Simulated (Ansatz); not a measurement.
## Electronic structure of Al$_{8}$P$_{8}$H (slab) in real space

The calculation's input:

```
crystal:
  lattice:
    - [7.7873963491, 0.0, 0.0]
    - [-3.8936981745, 6.7440830676, 0.0]
    - [0.0, 0.0, 18.9407110226]
  atoms:
    - { symbol: P, position: [0.0, 0.0, 0.2111853138] }
    - { symbol: P, position: [0.0, 0.5, 0.2111853138] }
    - { symbol: P, position: [0.5, 0.0, 0.2111853138] }
    - { symbol: P, position: [0.5, 0.5, 0.2111853138] }
    - { symbol: Al, position: [0.1666666667, 0.3333333333, 0.2531477201] }
    - { symbol: Al, position: [0.1666666667, 0.8333333333, 0.2531477201] }
    - { symbol: Al, position: [0.6666666667, 0.3333333333, 0.2531477201] }
    - { symbol: Al, position: [0.6666666667, 0.8333333333, 0.2531477201] }
    - { symbol: P, position: [0.1666666667, 0.3333333333, 0.392842223] }
    - { symbol: P, position: [0.1666666667, 0.8333333333, 0.392842223] }
    - { symbol: P, position: [0.6666666667, 0.3333333333, 0.392842223] }
    - { symbol: P, position: [0.6666666667, 0.8333333333, 0.392842223] }
    - { symbol: Al, position: [0.3333333333, 0.1666666667, 0.3592872232] }
    - { symbol: Al, position: [0.3333333333, 0.6666666667, 0.3592872232] }
    - { symbol: Al, position: [0.8333333333, 0.1666666667, 0.3592872232] }
    - { symbol: Al, position: [0.8333333333, 0.6666666667, 0.3592872232] }
    - { symbol: H, position: [0.3333333333, 0.6666666667, 0.4633681271], spin: 1.0 }
basis:
  ecutwfc: 420
kpoints:
  mp_grid: { grid: [6, 6, 1] }
hamiltonian:
  xc: pbe
  pseudopotentials: { kind: paw, azcp: { folder: soft_1 } }
scf:
  occupations: { method: gaussian, width: 0.05 }
output:
  forces: true
  eigenvalues: true
  populations: true
  write_density: true
  write_potential: true
  elf: true
  volumetric_format: npy
magnetization:
  spin_polarized: true
relax:
  adjacent_minimum: "off"
  f_tol: 0.025
  max_steps: 16
  constraints:
    - { sites: [0, 1, 2, 3, 4, 5, 6, 7, 8, 9, 10, 11, 12, 13, 14, 15] }
    - { sites: [16], fix: xy }
efield:
  axis: 3
  dipole_correction: true
  ramp_width: 0.04
```

Run with:

```sh
ansatz run input.yaml --threads 1 --pin off --max-ram 3072MiB --backend cpu --events-out ev --progress --plain --runs-dir out
```

The fields are those of the run's last geometry, not of the input's.

A point of a scan over the structure, not its minimum; not relaxed (largest force 0.5 eV/Å); PAW files of the earlier set (soft_1); spin-polarised.

Method: Ansatz 0.2.0, DFT PBE, scalar-relativistic, plane waves, PAW.

The density is the valence pseudo-density of a PAW calculation; it isn't the true density close to the nuclei.

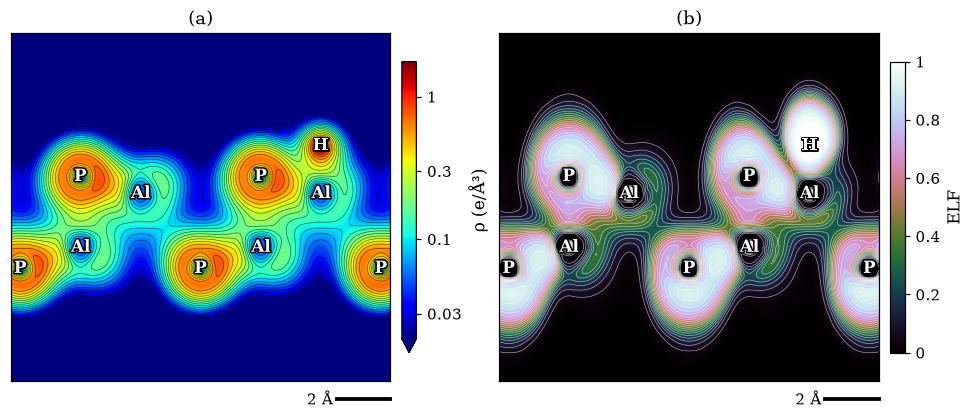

Figure 1. (a) valence charge density (pseudo); (b) ELF on the (110) plane of the calculation cell, a cut from vacuum to vacuum.

Interpret the plot.

- The plane passes through P, Al and H nuclei.
- Al–H (1.79 Å): ρ is about 0.3 e/Å³ halfway; the ELF climbs to about 1 towards the hydrogen.
- Al–P (2.34 Å): ρ at the midpoint is about 0.53 e/Å³; the ELF peaks at about 0.95 between the atoms (a shared electron pair).
- Al–P (2.38 Å): ρ is about 0.49 e/Å³ halfway; the ELF peaks at about 0.90 between the atoms (localised, covalent bonding).
- Al–P (2.65 Å): ρ at the midpoint is about 0.31 e/Å³; the ELF peaks at about 0.75 in the valence shell of P, 0.9 Å from its nucleus, and is about 0.70 at the midpoint.
- The density dies away to nearly zero in the vacuum.
- The ELF also peaks beside P, away from the bonds: lone-pair regions.

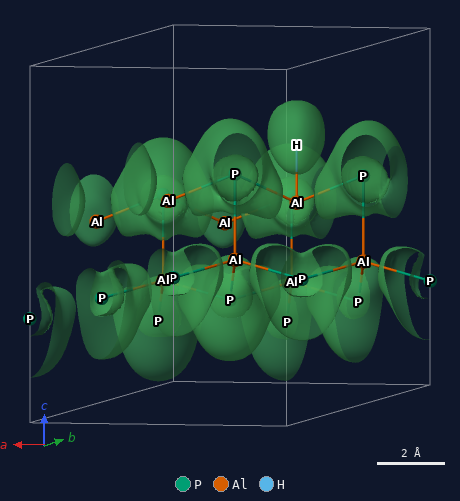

Figure 2. Isosurface of the ELF at 0.7 (green), seen at an oblique angle. Core shells and regions of very low density are left out. Sticks mark near contacts.

Where are the electrons localised?

The ELF exceeds this value in one region around a hydrogen nucleus and eight regions on P in which the atom's valence shell and bonds are merged, counted in one cell of 17 atoms. Counts are for one cell; the picture repeats the cell along the surface.

Does the calculation give a band gap?

It is gapped, with a Kohn–Sham gap of 0.29 eV on the k-point mesh (the band edges may lie off the mesh, which would make the gap smaller).
